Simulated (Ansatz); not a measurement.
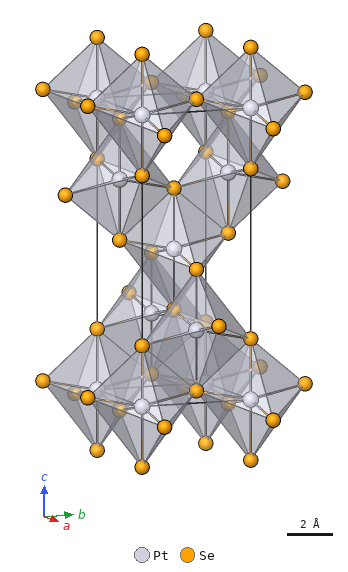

A crystal of PtSe$_{2}$ (built on the anatase type), before the relaxation. A polyhedral model of the conventional cell (2 times the calculation's cell), seen slightly off an axis. Lengths and directions refer to the drawn axes.

Computed with DFT, PBE, plane waves, PAW in Ansatz.

Input file:
```yaml
crystal:
  lattice:
    - [-2.63180303, 2.63180303, 6.6058256053]
    - [2.63180303, -2.63180303, 6.6058256053]
    - [2.63180303, 2.63180303, -6.6058256053]
  atoms:
    - { symbol: Pt, position: [0.75, 0.25, 0.5] }
    - { symbol: Pt, position: [0.0, 0.0, 0.0] }
    - { symbol: Se, position: [0.542, 0.042, 0.5] }
    - { symbol: Se, position: [0.792, 0.792, 0.0] }
    - { symbol: Se, position: [0.208, 0.208, 0.0] }
    - { symbol: Se, position: [0.958, 0.458, 0.5] }
kpoints:
  mp_grid: { grid: [6, 6, 6] }
hamiltonian:
  xc: pbe
scf:
  occupations: { method: fermi_dirac, width: 0.02 }
relax:
  f_tol: 0.005
  cell: {}
```

Command:
```bash
ansatz run input.yaml --threads 2 --pin off --max-ram 29491MiB --backend cpu --events-out ev --progress --plain --runs-dir out
```

Question: Where does the relaxation end?

Answer: No atom moves by more than 0.005 Å relative to the cell. The volume changes by −16.5 %, with a = b 5.264 → 5.080 Å (−3.5 %), c 13.212 → 11.842 Å (−10.4 %). Among the contacts that change: Pt1–Se3 2.748 → 2.464 Å, Pt1–Se4 2.690 → 2.588 Å. The space group stays I4_1/amd (No. 141). The energy falls by 1.453 eV per cell of the calculation in 5 accepted moves (6 points after the start). Largest force component: 1.1 eV/Å at the start, 0.002 eV/Å at the end. The pressure goes from −10.16 to 0.00 GPa. The SCF was repeated once at an unchanged geometry on a basis and grid sized afresh for the cell, which shifted the energy by 4.2 meV per cell of the calculation at most.

The structure at the end:

```
CELL_PARAMETERS angstrom
-2.53982 2.53982 5.92084
2.53982 -2.53982 5.92084
2.53982 2.53982 -5.92084
ATOMIC_POSITIONS crystal
Pt 0.75000 0.25000 0.50000
Pt 0.00000 0.00000 0.00000
Se 0.54193 0.04193 0.50000
Se 0.79193 0.79193 0.00000
Se 0.20807 0.20807 0.00000
Se 0.95807 0.45807 0.50000
```

After the run, drawn alike:

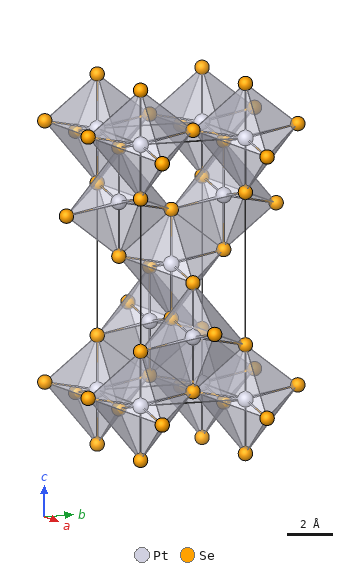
